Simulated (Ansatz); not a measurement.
# Energy of AlNi3 along a strain of the cell

System: AlNi3 (R-3m, 4 atoms in the cell).
Method: DFT PBEsol, scalar-relativistic, plane waves, PAW, PAW set soft_1, no spin polarisation (Ansatz 0.2.0).

The 6 runs differ only in the geometry, by a strain of the cell at fixed fractional positions. Against run 3, the strain is εxx = 0.45 η, εxy = η, εxz = η, εyy = 0.45 η, εyz = η and εzz = 0.45 η. The structure derives from a Materials Project entry.

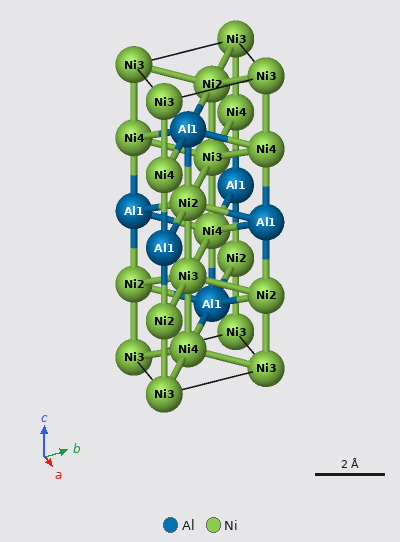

Figure 1. The structure of run 3 (ball-and-stick view of the cell 3 times as large as that of the calculation, set on its symmetry axes, seen slightly off an axis; atoms are numbered from 1 in the order of the input).

**Input of run 3**
```yaml
crystal:
  lattice:
    - [-0.1978898751, 2.6728529935, 2.6728529935]
    - [2.6728529935, -0.1978898751, 2.6728529935]
    - [2.6728529935, 2.6728529935, -0.1978898751]
  atoms:
    - { symbol: Al, position: [0.5, 0.5, 0.5] }
    - { symbol: Ni, position: [0.25, 0.25, 0.25] }
    - { symbol: Ni, position: [0.0, 0.0, 0.0] }
    - { symbol: Ni, position: [0.75, 0.75, 0.75] }
basis:
  ecutwfc: 520.0
kpoints:
  mp_grid: { grid: [14, 14, 14] }
hamiltonian:
  xc: pbesol
  pseudopotentials: { kind: paw, azcp: { folder: soft_1 } }
scf:
  occupations: { method: gaussian, width: 0.15 }
output:
  forces: true
  stress: true
  eigenvalues: true
```

Command:
```bash
ansatz run input.yaml --threads 4 --pin off --max-ram 8192MiB --backend cpu --events-out ev --progress --plain --runs-dir out
```

Lattice vectors (Å) and fractional positions of run 3:
```
  -0.197890    2.672853    2.672853
   2.672853   -0.197890    2.672853
   2.672853    2.672853   -0.197890
Al  0.500000  0.500000  0.500000
Ni  0.250000  0.250000  0.250000
Ni  0.000000  0.000000  0.000000
Ni  0.750000  0.750000  0.750000
```

Run 5 differs from it as follows:
```diff
-    - [-0.1978898751, 2.6728529935, 2.6728529935]
-    - [2.6728529935, -0.1978898751, 2.6728529935]
-    - [2.6728529935, 2.6728529935, -0.1978898751]
+    - [-0.0674122692, 2.7650360153, 2.7650360153]
+    - [2.7650360153, -0.0674122692, 2.7650360153]
+    - [2.7650360153, 2.7650360153, -0.0674122692]
```

**Results, with one run withheld**

```csv
run,strain parameter η (%),"free energy per atom, from the lowest run given (meV)",pressure (GPa)
1,−2.3729,319.08,26.27
2,−1.2025,170.17,17.55
3,0.0000,65.93,10.45
4,1.2292,0.00,4.80
5,2.4919,?,?
6,10.6029,144.27,−7.76
```

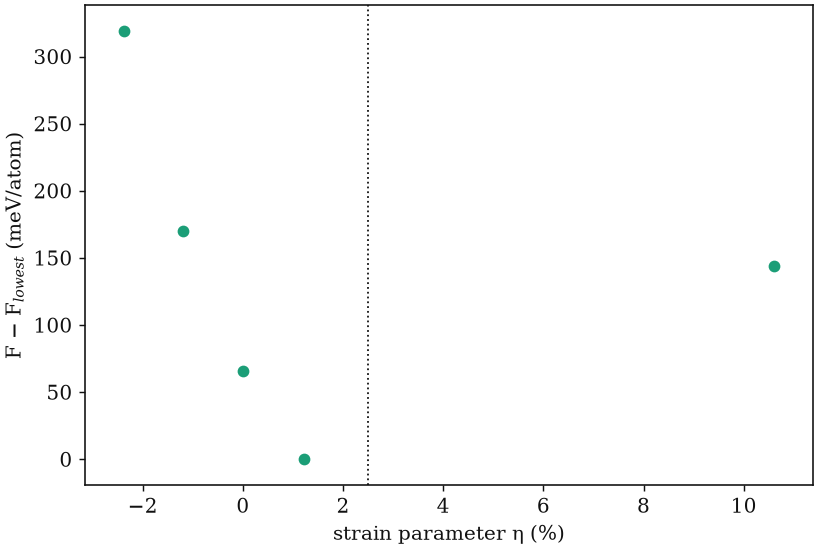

Figure 2. Free energy per atom of the runs given; the dotted line marks run 5.

What should run 5 give?

A cubic polynomial in the coordinate, fitted to the 5 runs given, misses them by at most 0.52 meV per atom. With x = η − 1.6513, it reads F = −13.635 − 28.015 x + 10.946 x² − 0.65308 x³ (meV per atom). At run 5 it gives −29.84 meV per atom, and the run itself gives −34.27. The fit has its minimum at η = 3.1255 %. So low a polynomial doesn't follow these energies more closely.

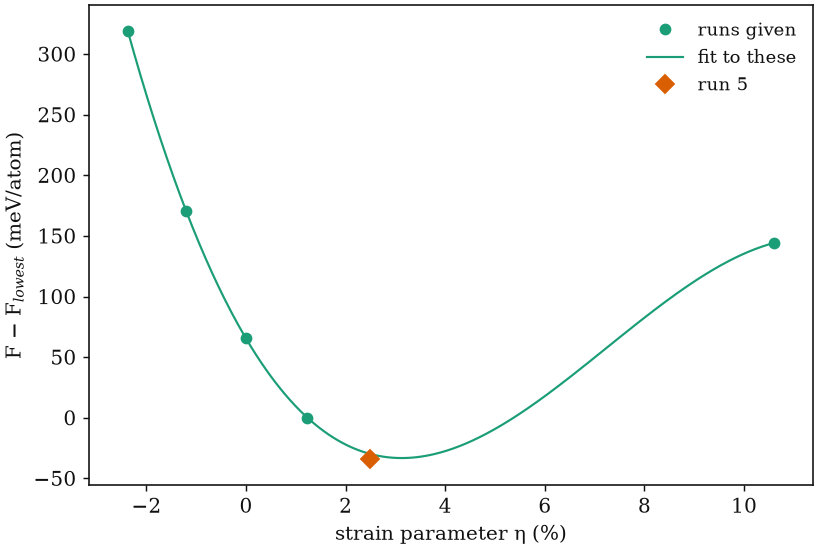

Figure 3. The fit and the withheld run.

**Output, shortened to warnings, some set-up lines, iterations and results (run 5)**
```
Warning: [file] the record states the generating functional pbe (its physics header spells it `PBE`), which answers neither for hamiltonian.xc's functional nor for the pbesol family's — results may be inconsistent (PPs are generated against a specific XC)
Warning: [file] the record states the generating functional pbe (its physics header spells it `PBE`), which answers neither for hamiltonian.xc's functional nor for the pbesol family's — results may be inconsistent (PPs are generated against a specific XC)
Basis set: ecut = 520 eV, 1205 PW (Γ), exchange–correlation on 60×60×60 points (8 copies of the dense FFT grid, shifted against one another)
Symmetry: 12 space group operations
k-points: 288 of 2744
Initial density: superposition of atomic densities (chi_scale 0.1, normalization cell, long waves kept (reshape's long-wave potential 0.00 eV rms))
[...]
SCF iter   1: F=—  HF=-17941.445392 eV  |F-HF|=—  |Δ(HF+E_count)|=         —  Δρ=5.27e-2  dr2=1.30e0  ethr=3.10e-3  ⟨swp⟩=5.1  Hψ=39656  notcnv=0
SCF iter   2: F=—  HF=-17941.209804 eV  |F-HF|=—  |Δ(HF+E_count)|=   2.36e-1  Δρ=2.64e-2  dr2=4.88e-1  ethr=2.29e-3  ⟨swp⟩=2.1  Hψ=13794  notcnv=0  defer=375
SCF iter   3: F=—  HF=-17941.043547 eV  |F-HF|=—  |Δ(HF+E_count)|=   1.66e-1  Δρ=1.57e-2  dr2=1.31e-1  ethr=8.56e-4  ⟨swp⟩=2.0  Hψ=15954  notcnv=0  defer=375
SCF iter   4: F=—  HF=-17941.008576 eV  |F-HF|=—  |Δ(HF+E_count)|=   3.50e-2  Δρ=4.36e-3  dr2=5.89e-3  ethr=2.29e-4  ⟨swp⟩=2.0  Hψ=15150  notcnv=0  defer=369
SCF iter   5: F=—  HF=-17941.007956 eV  |F-HF|=—  |Δ(HF+E_count)|=   6.20e-4  Δρ=1.04e-3  dr2=6.15e-4  ethr=1.03e-5  ⟨swp⟩=2.6  Hψ=18847  notcnv=0  defer=357
SCF iter   6: F=—  HF=-17941.007764 eV  |F-HF|=—  |Δ(HF+E_count)|=   1.92e-4  Δρ=2.63e-4  dr2=2.09e-5  ethr=1.08e-6  ⟨swp⟩=2.0  Hψ=14497  notcnv=0  defer=357
SCF iter   7: F=—  HF=-17941.007776 eV  |F-HF|=—  |Δ(HF+E_count)|=   1.18e-5  Δρ=1.04e-4  dr2=2.90e-6  ethr=3.66e-8  ⟨swp⟩=2.0  Hψ=18089  notcnv=0  defer=357
SCF iter   8: F=—  HF=-17941.007775 eV  |F-HF|=—  |Δ(HF+E_count)|=   6.04e-7  Δρ=4.65e-5  dr2=6.90e-7  ethr=5.09e-9  ⟨swp⟩=1.7  Hψ=11214  notcnv=0  defer=357
SCF iter   9: F=-17941.007775 eV  HF=-17941.007775 eV  |F-HF|=1.08e-8  |Δ(HF+E_count)|=   1.12e-7  Δρ=5.47e-6  dr2=9.53e-9  ethr=1.75e-10  ⟨swp⟩=8.4  Hψ=47077  notcnv=0
SCF 1 converged in 9 iterations: F = -17941.007775 eV  dr2 = 9.53e-9
SCF converged after 9 iterations
Free energy (F): -17941.007775 eV
Harris-Foulkes:  -17941.007775 eV  (|F-HF|=1.08e-8)
Internal energy: -17940.976238 eV  (E = F + TS)
E sigma→0 (E₀):  -17940.992006 eV
Entropy (-TS):   -0.031537 eV (-7.884 meV/atom)
Fermi energy:    16.199453 eV
--- Per-component energies (eV) ---
  E_band       = -911.656312
  E_kinetic    = 1052.292890
  E_local      = -9746.105370  (includes V_loc(G=0)·N_el)
  E_nonlocal   = -332.615705
  E_hartree    = 5194.391362
  E_xc         = -376.782822
  E_vxc        = -469.223693  (∫ρ·V_xc dr)
  E_paw        = -5328.524346  (= ΣΔE_a)
  E_vpaw       = -1804.795362  (= ΣTr[D̂ρ^β])
  E_aug_tail   = 0.001181  (compensation charges beyond the density's cutoff)
  E_ewald      = -8404.244434
  E_core_change = 0.611007  (= ΣΔE_core)
  E_smearing   = -0.031537  (= −TS)
  E_closure    = 0.000000  (closes the sum)
  Σ components = -17941.007775   (vs F -17941.007775, Δ=0.00e0)
--- Forces (eV/Å), atoms counted from 1 ---
  atom   1  Al     0.00000000     0.00000000    -0.00000000
  atom   2  Ni     0.03025678     0.03025678     0.03025678
  atom   3  Ni    -0.00000000     0.00000000     0.00000000
  atom   4  Ni    -0.03025678    -0.03025678    -0.03025678
  max |Σ_I F_I| component: 4.51e-17 eV/Å
--- Stress (GPa, compression-positive) ---
        0.373038       3.986031       3.986031
        3.986031       0.373038       3.986031
        3.986031       3.986031       0.373038
  P = ⅓ Tr σ = 0.3730 GPa (3.730 kbar)
```

The program warns: the PAW datasets were made with another functional. The run has no spin polarisation, so a magnetic state may lie lower.
